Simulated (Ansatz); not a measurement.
# A thicker film of SiC (10-10) from two thinner ones

In a field along its normal an insulating film takes a dipole p. Written as a length, p/(ε₀AE), it should grow by 1 − 1/ε for each ångström added.

**Method.** Ansatz 0.2.0, plane waves with PAW datasets (its set soft_2), PBE; wurtzite films relaxed at a bulk in-plane lattice constant near the measured one, then held in weak fields of both signs with a dipole correction (A is the cell's area, E the outer field).

| run | distance between the outer atoms (Å) | p/(ε₀AE) (Å) |
| --- | --- | --- |
| 3 units | 6.095 | 7.826 |
| 4 units | 8.776 | 10.121 |
| 6 units | 14.141 | ? |

Q: Estimate the withheld value from the rows shown.

Two rows fix a line: slope = (10.121 − 7.826) / (8.776 − 6.095) = 0.8560, intercept 2.6087. That slope means ε = 1/(1 − 0.8560) = 6.94. At 14.141 it gives 0.8560 × 14.141 + 2.6087 = 14.713 Å, beyond the rows fitted. Rounding of the rows alone allows about ±0.005 Å there; two rows can't show whether the line holds.

The run itself gives 14.697 Å: a miss of −0.016 Å, or 0.1 % of the value. The length is met to within 1 %, though ε is more sensitive than the length: the two thickest films give ε = 6.80.

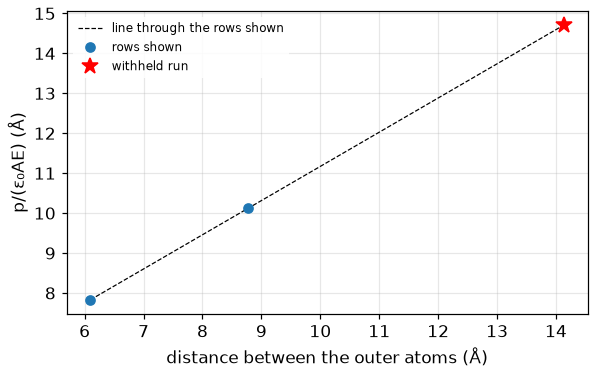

The fit and the withheld run.

Caveats: This is the electronic response alone. A unit is one step of the cut along the normal (a plane, a pair of planes or a cell), and the layers relax along it, away from their bulk spacing where the functional's lattice constant differs from the one held.
